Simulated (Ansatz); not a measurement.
**MgS: density, localisation and related maps**

Input

```
crystal:
  lattice:
    - [0.0, 2.8874943781, 2.7484686699]
    - [2.8874943781, 0.0, 2.7484686699]
    - [2.8874943781, 2.8874943781, 0.0]
  atoms:
    - { symbol: Mg, position: [0.0, 0.0, 0.0] }
    - { symbol: S, position: [0.25, 0.25, 0.25] }
kpoints:
  mp_grid: { grid: [8, 8, 8] }
  band_path:
    path:
      - [0.0, 0.0, 0.0]
      - [-0.5, -0.5, 0.0]
      - [-0.375, -0.375, 0.25]
      - [-0.375, 0.0, 0.375]
      - [0.0, 0.0, 0.5]
      - [-0.5, -0.25, 0.25]
    npoints: 1
hamiltonian:
  xc: r2scan
scf:
  occupations: { method: fixed }
  n_extra_bands: 4
output:
  forces: true
  stress: true
  eigenvalues: true
  write_density: true
  write_potential: true
  elf: true
  volumetric_format: npy
```

Command:

```sh
ansatz run input.yaml --threads 2 --pin off --max-ram 29491MiB --backend cpu --events-out ev --progress --plain --runs-dir out
```

Below, planes, directions and counts refer to the conventional cell (a = 4.08 Å, b = 4.08 Å, c = 5.50 Å, α = 90.00°, β = 90.00°, γ = 90.00°).

Space group I-4m2; started from the zincblende prototype, which need not be the ambient phase; changed on purpose from its base cell (epitaxial xy strain +2.0%).

Method: Ansatz 0.2.0, DFT, r2SCAN, plane waves, PAW.

The density is the valence pseudo-density of a PAW calculation; it isn't the true density close to the nuclei.

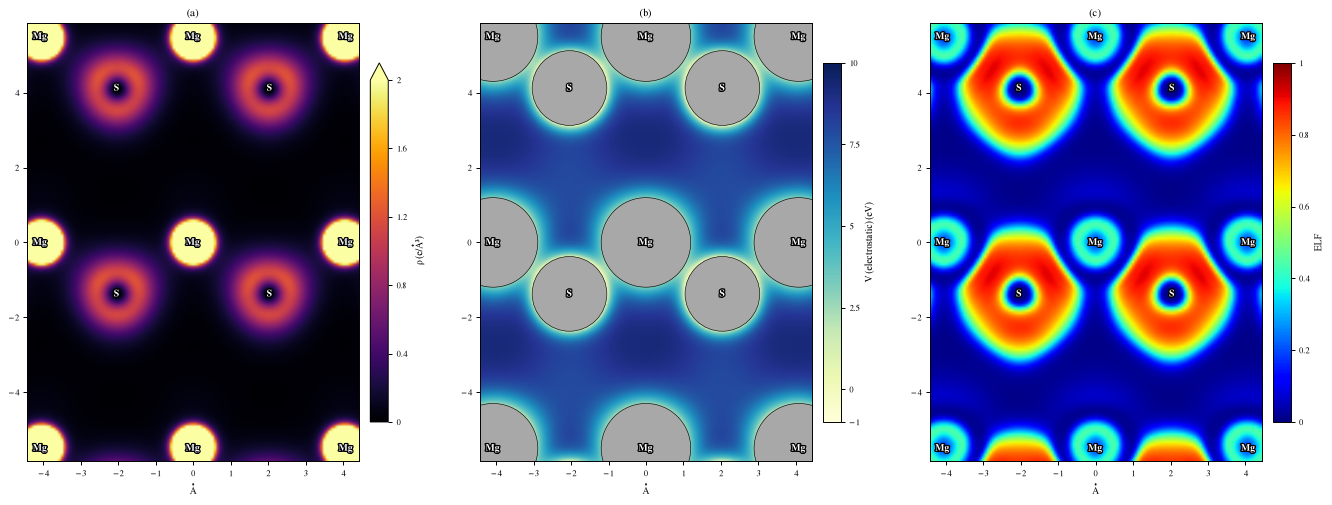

Figure 1. (a) valence pseudo-density; (b) electrostatic potential (local pseudopotential plus Hartree) felt by an electron; (c) ELF on the (010) plane of the conventional cell. Grey discs cover the atomic cores in the potential map.

**What do the fields say about this system?**

- The plane passes through Mg and S nuclei.
- Mg–S (2.46 Å): ρ is about 0.37 e/Å³ halfway; the ELF peaks at about 0.90 in the valence shell of S, 0.9 Å from its nucleus, and falls to about 0.05 next to Mg; a closed-shell, largely ionic contact.
- Between the atoms the lowest density in this plane is 0.01 e/Å³.
- Outside the cores the potential energy rises away from the atoms and is highest about 2.5 Å from the nearest atoms; its zero is arbitrary.

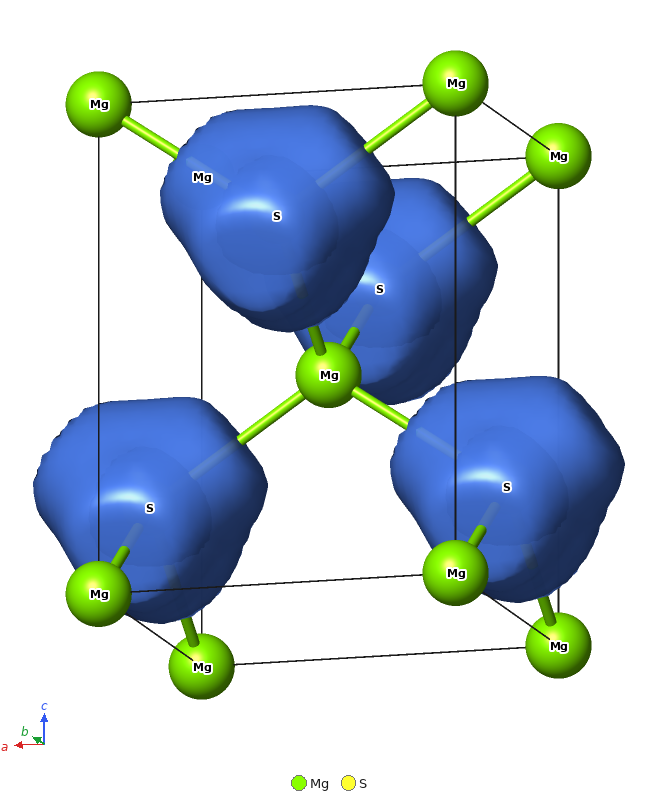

Figure 2. Isosurface of the electron localisation function at 0.8 (blue), seen at an oblique angle. Only the valence region is drawn (cores and ρ < 0.01 e/Å³ removed). Sticks mark near contacts.

**Identify the bonds, lone pairs and shells in this picture.**

The ELF exceeds this value in two regions wrapped around S (the valence shell of each), counted in one cell of 4 atoms. Regions shared between cells count once.

**Metal or insulator at this level of theory?**

It is gapped, with a Kohn–Sham gap of 4.0 eV on the k-point mesh, an upper bound to the gap of this method.
